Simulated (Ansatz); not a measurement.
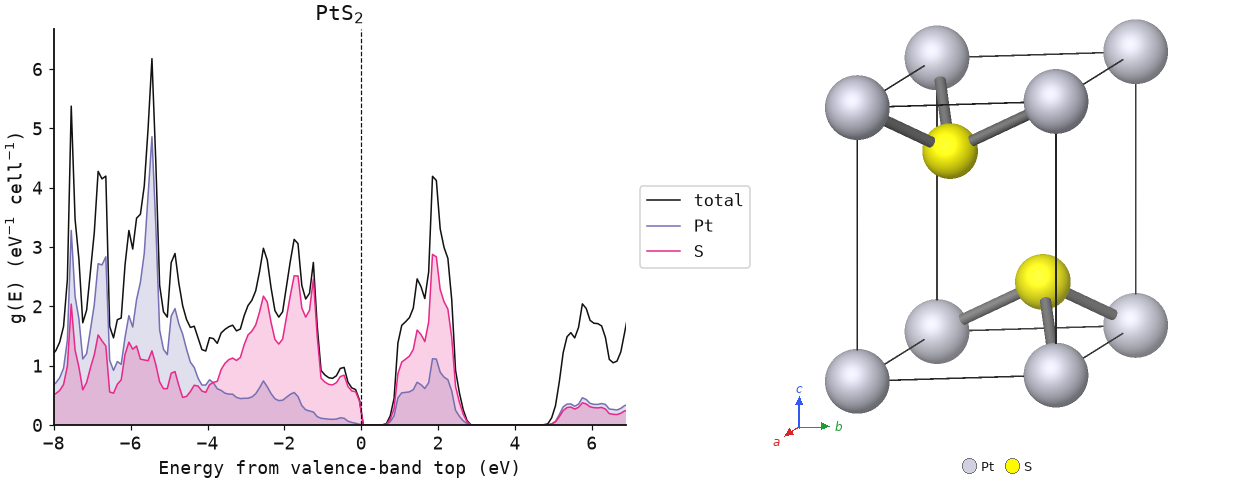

Density of states, beside the structure. Energies are counted from the top of the valence band. The partial curves are projected on Löwdin-orthogonalised atomic shells.

System: CdI2-type PtS₂, space group P-3m1 (No. 164), 3 atoms in the cell.

```cif
data_structure
_symmetry_space_group_name_H-M 'P-3m1'
_symmetry_Int_Tables_number 164
_cell_length_a 3.5432
_cell_length_b 3.5432
_cell_length_c 5.0388
_cell_angle_alpha 90.000
_cell_angle_beta 90.000
_cell_angle_gamma 120.000
_cell_volume 54.78
loop_
_atom_site_label
_atom_site_type_symbol
_atom_site_symmetry_multiplicity
_atom_site_Wyckoff_symbol
_atom_site_fract_x
_atom_site_fract_y
_atom_site_fract_z
_atom_site_occupancy
Pt1 Pt 1 a 0.00000 0.00000 0.00000 1
S1 S 2 d 0.66667 0.33333 0.77300 1
```

Ansatz; PBEsol, Pt d U = 4 eV, Ansatz PAW, no spin polarisation, no spin-orbit coupling, 9×9×5 k mesh in the self-consistent step, 420 eV cutoff, Fermi-Dirac smearing of 0.05 eV.

**Is there a gap at the Fermi level, and how wide?**

There is a gap; over the k points computed it is 0.88 eV.

**Which states form the band edges?**

By projected weight, the top eV of the valence band is S (90 %); the bottom eV of the conduction band is S (69 %) and Pt (31 %).

The density of states comes from the program's own step for it, whose mesh and broadening can differ from those of the self-consistent step. Odd divisions of the mesh miss points on the zone boundary, where band edges often lie, so the gap on the mesh can be too wide. Spin-orbit coupling is left out, which matters for Pt. The PAW data sets were made with another functional. The cell is at 7 GPa in this functional.
